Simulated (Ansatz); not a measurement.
## ZnS: geometry relaxation (part 3 of 3)

The same run, continued: ZnS (slab, 16 atoms in the cell); DFT PBE+D3(BJ), scalar-relativistic, plane waves, PAW, no spin polarisation (Ansatz 0.2.0); cutoff 420 eV, 2×3×1 k-mesh, Gaussian smearing of 0.05 eV. The structure derives from an entry of the Crystallography Open Database. The input holds or restrains some coordinates. Forces given for the steps count only the free coordinates. It belongs to a series of runs on one base structure; here: clean slab, lower planes held.

Geometry of the input (Å; fractional positions):
```
7.5879  0.0000  0.0000
0.0000  6.2355  0.0000
0.0000  0.0000  20.3809
Zn 0.5000  0.9944  0.3925
Zn 0.0000  0.9944  0.3925
S  0.5000  0.6206  0.3925
S  0.0000  0.6206  0.3925
Zn 0.7500  0.4944  0.4463
Zn 0.2500  0.4944  0.4463
S  0.7500  0.1206  0.4463
S  0.2500  0.1206  0.4463
Zn 0.7500  0.9944  0.5537
Zn 0.2500  0.9944  0.5537
S  0.7500  0.6206  0.5537
S  0.2500  0.6206  0.5537
Zn 0.0000  0.4944  0.6075
Zn 0.5000  0.4944  0.6075
S  0.0000  0.1206  0.6075
S  0.5000  0.1206  0.6075
```

Output, continued
```
  k-point 2: bands = ["-14.6399", "-14.6399", "-14.2348", "-14.2348", "-13.5847", "-13.5847", "-13.1576", "-13.1576", "-8.4691", "-8.4691", "-8.4327", "-8.4327", "-8.3011", "-8.3011", "-8.2569", "-8.2569", "-8.2489", "-8.2489", "-8.1873", "-8.1873", "-8.1778", "-8.1778", "-8.1394", "-8.1394", "-8.1275", "-8.1275", "-8.0852", "-8.0852", "-7.9270", "-7.9270", "-7.8192", "-7.8192", "-7.7653", "-7.7653", "-7.7482", "-7.7482", "-7.6784", "-7.6784", "-7.6646", "-7.6646", "-7.5637", "-7.5637", "-7.5412", "-7.5412", "-7.4055", "-7.4055", "-7.3561", "-7.3561", "-6.5712", "-6.5712", "-6.0895", "-6.0895", "-5.2487", "-5.2487", "-5.1089", "-5.1089", "-4.7554", "-4.7554", "-4.5890", "-4.5890", "-3.8013", "-3.8013", "-3.2408", "-3.2408", "-3.1697", "-3.1697", "-2.7705", "-2.7705", "-2.7314", "-2.7314", "-2.2019", "-2.2019", "0.4827", "0.4827", "2.0340", "2.0340", "2.4918", "2.4918", "2.9528", "2.9528", "3.4184", "3.4184", "3.5047", "3.5047", "4.0635", "4.0635", "4.2652", "4.2652"]
  k-point 3: bands = ["-14.5082", "-14.5082", "-14.2833", "-14.2833", "-13.6439", "-13.6439", "-13.1983", "-13.1983", "-8.4774", "-8.4774", "-8.4315", "-8.4315", "-8.3473", "-8.3473", "-8.3080", "-8.3080", "-8.2666", "-8.2666", "-8.1927", "-8.1927", "-8.1882", "-8.1882", "-8.1643", "-8.1643", "-8.1272", "-8.1272", "-8.0878", "-8.0878", "-7.9452", "-7.9452", "-7.8662", "-7.8662", "-7.8289", "-7.8289", "-7.7366", "-7.7366", "-7.7248", "-7.7248", "-7.6717", "-7.6717", "-7.6400", "-7.6400", "-7.5401", "-7.5401", "-7.5186", "-7.5186", "-7.4318", "-7.4318", "-6.1334", "-6.1334", "-5.8778", "-5.8778", "-5.5050", "-5.5050", "-5.0726", "-5.0726", "-4.2787", "-4.2787", "-4.2403", "-4.2403", "-3.7890", "-3.7890", "-3.4995", "-3.4995", "-2.9755", "-2.9755", "-2.8868", "-2.8868", "-2.7420", "-2.7420", "-2.2693", "-2.2693", "0.5943", "0.5943", "2.1829", "2.1829", "2.3461", "2.3461", "2.7604", "2.7604", "3.3124", "3.3124", "3.8171", "3.8171", "3.9367", "3.9367", "4.2630", "4.2630"]
--- Relaxed structure (5 steps of the walk, 5 accepted, 0 SCFs on fresh bases) ---
  F+E_penalty+E_count = -33782.00761324 eV   max|allowed force component| = 1.567e-2 eV/Å
  atoms:
    - { symbol: Zn, position: [0.5, 0.9943873707999998, 0.39252499390000006] }
    - { symbol: Zn, position: [0.0, 0.9943873707999998, 0.39252499390000006] }
    - { symbol: S, position: [0.5, 0.6206126292, 0.39252499390000006] }
    - { symbol: S, position: [0.0, 0.6206126292, 0.39252499390000006] }
    - { symbol: Zn, position: [0.7499999999999999, 0.4943873708, 0.4462624969] }
    - { symbol: Zn, position: [0.25, 0.4943873708, 0.4462624969] }
    - { symbol: S, position: [0.7499999999999999, 0.12061262919999999, 0.4462624969] }
    - { symbol: S, position: [0.25, 0.12061262919999999, 0.4462624969] }
    - { symbol: Zn, position: [0.7499999999999999, 0.9895385210607012, 0.5585114341201239] }
    - { symbol: Zn, position: [0.25, 0.9895385210607012, 0.5585114341201239] }
    - { symbol: S, position: [0.7499999999999999, 0.6119560656353973, 0.5575035987197287] }
    - { symbol: S, position: [0.25, 0.6119560656353973, 0.5575035987197287] }
    - { symbol: Zn, position: [-2.0305313521708332e-34, 0.4341862157122886, 0.5850451972578995] }
    - { symbol: Zn, position: [0.5, 0.4341862157122886, 0.5850451972578995] }
    - { symbol: S, position: [-9.518115713300781e-36, 0.09277151210517931, 0.6141413170962151] }
    - { symbol: S, position: [0.5, 0.09277151210517931, 0.6141413170962151] }
```

Trajectory as extended XYZ (Å, eV, eV/Å), 5 frames, from step=1 to step=5
```
16
Lattice="7.5879 0.0000 0.0000 0.0000 6.2355 0.0000 0.0000 0.0000 20.3809" Properties=species:S:1:pos:R:3:forces:R:3 step=1 energy=-33781.06775
Zn    3.7939    6.2005    8.0000    0.0000  -0.9073   1.2057
Zn    0.0000    6.2005    8.0000    0.0000  -0.9073   1.2057
S     3.7939    3.8698    8.0000    0.0000   0.2520  -0.3076
S     0.0000    3.8698    8.0000    0.0000   0.2520  -0.3076
Zn    5.6909    3.0827    9.0952    0.0000   0.3615  -0.5062
Zn    1.8970    3.0827    9.0952    0.0000   0.3615  -0.5062
S     5.6909    0.7521    9.0952    0.0000   0.2939  -1.0510
S     1.8970    0.7521    9.0952    0.0000   0.2939  -1.0510
Zn    5.6909    6.2005   11.2857    0.0000   0.3615   0.5062
Zn    1.8970    6.2005   11.2857    0.0000   0.3615   0.5062
S     5.6909    3.8698   11.2857    0.0000   0.2939   1.0509
S     1.8970    3.8698   11.2857    0.0000   0.2939   1.0509
Zn    0.0000    3.0827   12.3809    0.0000  -0.9073  -1.2057
Zn    3.7939    3.0827   12.3809    0.0000  -0.9073  -1.2057
S     0.0000    0.7521   12.3809    0.0000   0.2520   0.3076
S     3.7939    0.7521   12.3809    0.0000   0.2520   0.3076
16
Lattice="7.5879 0.0000 0.0000 0.0000 6.2355 0.0000 0.0000 0.0000 20.3809" Properties=species:S:1:pos:R:3:forces:R:3 step=2 energy=-33781.64875
Zn    3.7939    6.2005    8.0000    0.0000  -0.9444   1.2152
Zn    0.0000    6.2005    8.0000    0.0000  -0.9444   1.2152
S     3.7939    3.8698    8.0000    0.0000   0.2678  -0.3407
S     0.0000    3.8698    8.0000    0.0000   0.2678  -0.3407
Zn    5.6909    3.0827    9.0952    0.0000   0.4793  -0.3904
Zn    1.8970    3.0827    9.0952    0.0000   0.4793  -0.3904
S     5.6909    0.7521    9.0952    0.0000   0.2943  -0.8272
S     1.8970    0.7521    9.0952    0.0000   0.2943  -0.8272
Zn    5.6909    6.2449   11.3316    0.0000   0.2151   0.2996
Zn    1.8970    6.2449   11.3316    0.0000   0.2151   0.2996
S     5.6909    3.9123   11.3032    0.0000  -0.0874   0.6338
S     1.8970    3.9123   11.3032    0.0000  -0.0874   0.6338
Zn    0.0000    2.9725   12.2202    0.0000  -0.6128  -0.7187
Zn    3.7939    2.9725   12.2202    0.0000  -0.6128  -0.7187
S     0.0000    0.6973   12.4655    0.0000   0.3884   0.1277
S     3.7939    0.6973   12.4655    0.0000   0.3884   0.1277
16
Lattice="7.5879 0.0000 0.0000 0.0000 6.2355 0.0000 0.0000 0.0000 20.3809" Properties=species:S:1:pos:R:3:forces:R:3 step=3 energy=-33781.94514
Zn    3.7939    6.2005    8.0000    0.0000  -0.9598   1.2265
Zn    0.0000    6.2005    8.0000    0.0000  -0.9598   1.2265
S     3.7939    3.8698    8.0000    0.0000   0.2702  -0.3410
S     0.0000    3.8698    8.0000    0.0000   0.2702  -0.3410
Zn    5.6909    3.0827    9.0952    0.0000   0.5880  -0.2647
Zn    1.8970    3.0827    9.0952    0.0000   0.5880  -0.2647
S     5.6909    0.7521    9.0952    0.0000   0.2403  -0.6267
S     1.8970    0.7521    9.0952    0.0000   0.2403  -0.6267
Zn    5.6909    6.2721   11.3808    0.0000  -0.0759   0.1137
Zn    1.8970    6.2721   11.3808    0.0000  -0.0759   0.1137
S     5.6909    3.8998   11.3496    0.0000   0.0830   0.1320
S     1.8970    3.8998   11.3496    0.0000   0.0830   0.1320
Zn    0.0000    2.8586   12.0620    0.0000   0.0285  -0.3122
Zn    3.7939    2.8586   12.0620    0.0000   0.0285  -0.3122
S     0.0000    0.7009   12.5152    0.0000  -0.1742   0.0731
S     3.7939    0.7009   12.5152    0.0000  -0.1742   0.0731
16
Lattice="7.5879 0.0000 0.0000 0.0000 6.2355 0.0000 0.0000 0.0000 20.3809" Properties=species:S:1:pos:R:3:forces:R:3 step=4 energy=-33782.00560
Zn    3.7939    6.2005    8.0000    0.0000  -0.9540   1.2167
Zn    0.0000    6.2005    8.0000    0.0000  -0.9540   1.2167
S     3.7939    3.8698    8.0000    0.0000   0.2633  -0.3459
S     0.0000    3.8698    8.0000    0.0000   0.2633  -0.3459
Zn    5.6909    3.0827    9.0952    0.0000   0.5869  -0.3251
Zn    1.8970    3.0827    9.0952    0.0000   0.5869  -0.3251
S     5.6909    0.7521    9.0952    0.0000   0.1377  -0.5737
S     1.8970    0.7521    9.0952    0.0000   0.1377  -0.5737
Zn    5.6909    6.1927   11.3808    0.0000  -0.0402   0.0060
Zn    1.8970    6.1927   11.3808    0.0000  -0.0402   0.0060
S     5.6909    3.8368   11.3553    0.0000  -0.0323   0.0366
S     1.8970    3.8368   11.3553    0.0000  -0.0323   0.0366
Zn    0.0000    2.7321   11.9373    0.0000  -0.0267  -0.0277
Zn    3.7939    2.7321   11.9373    0.0000  -0.0267  -0.0277
S     0.0000    0.5933   12.5136    0.0000   0.0659   0.0138
S     3.7939    0.5933   12.5136    0.0000   0.0659   0.0138
16
Lattice="7.5879 0.0000 0.0000 0.0000 6.2355 0.0000 0.0000 0.0000 20.3809" Properties=species:S:1:pos:R:3:forces:R:3 step=5 energy=-33782.00761
Zn    3.7939    6.2005    8.0000    0.0000  -0.9489   1.2160
Zn    0.0000    6.2005    8.0000    0.0000  -0.9489   1.2160
S     3.7939    3.8698    8.0000    0.0000   0.2601  -0.3381
S     0.0000    3.8698    8.0000    0.0000   0.2601  -0.3381
Zn    5.6909    3.0827    9.0952    0.0000   0.5846  -0.3253
Zn    1.8970    3.0827    9.0952    0.0000   0.5846  -0.3253
S     5.6909    0.7521    9.0952    0.0000   0.1055  -0.5522
S     1.8970    0.7521    9.0952    0.0000   0.1055  -0.5522
Zn    5.6909    6.1703   11.3829    0.0000  -0.0149   0.0071
Zn    1.8970    6.1703   11.3829    0.0000  -0.0149   0.0071
S     5.6909    3.8158   11.3624    0.0000   0.0157  -0.0026
S     1.8970    3.8158   11.3624    0.0000   0.0157  -0.0026
Zn    0.0000    2.7074   11.9237    0.0000  -0.0058   0.0016
Zn    3.7939    2.7074   11.9237    0.0000  -0.0058   0.0016
S     0.0000    0.5785   12.5167    0.0000   0.0037  -0.0065
S     3.7939    0.5785   12.5167    0.0000   0.0037  -0.0065
```

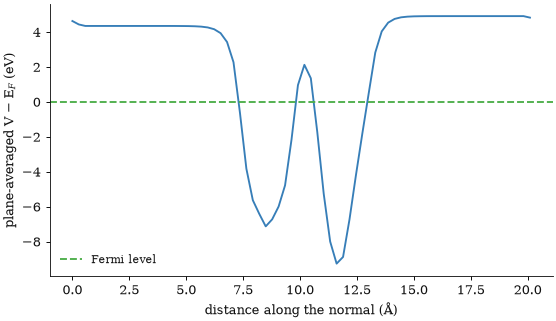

Plane average of the electrostatic potential energy of an electron across the cell, from the Fermi level. The vacuum level lies 4.91 eV above the Fermi level on the upper side and 4.35 eV on the lower.

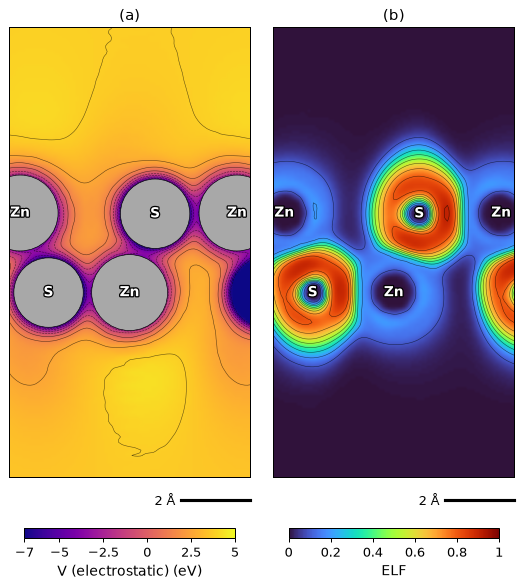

(a) electrostatic potential (local pseudopotential plus Hartree) felt by an electron; (b) ELF on the (100) plane of the calculation cell, a cut from vacuum to vacuum. Grey discs, where drawn, cover atomic cores. Atoms in the plane: Zn and S. Zn–S (2.33 Å): the ELF is about 0.55 at the midpoint. Zn–S (2.38 Å): the ELF is about 0.55 at the midpoint. Zn–S (2.43 Å): the ELF is about 0.50 at the midpoint. In a PAW calculation such maps are meaningful between the atoms, not at the nuclei.

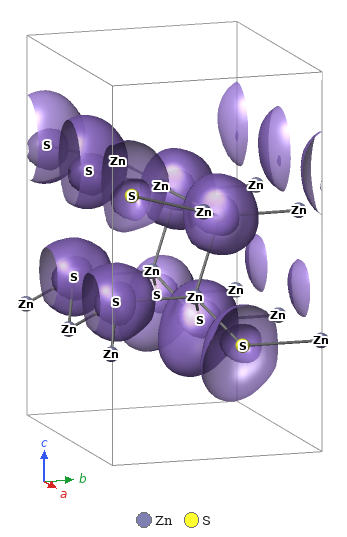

Isosurface of the electron localisation function at 0.75 (purple), seen slightly off an axis. Only the valence region is drawn (cores and ρ < 0.01 e/Å³ removed). Sticks mark near contacts. Values along the shortest contacts: Zn–S (2.21 Å): the ELF is about 0.60 at the midpoint. Zn–S (2.27 Å): the ELF is about 0.60 at the midpoint.

Key numbers

- outcome: converged under the restraints of the input
- electrons treated: 144
- free energy: −33782.0076 eV
- work function, top face: 4.91 eV
- work function, bottom face: 4.35 eV
- Fermi energy: −0.904 eV
- gap on the k-point mesh: 1.67 eV
- final volume: 964.30 Å³
- work function (upper face): 4.91 eV
- largest force (length of the vector) at the end, held atoms and coordinates included: 1.542 eV/Å
- wall time: 69 s (CPU time 3.5 min)
- peak memory: 1.7 GiB
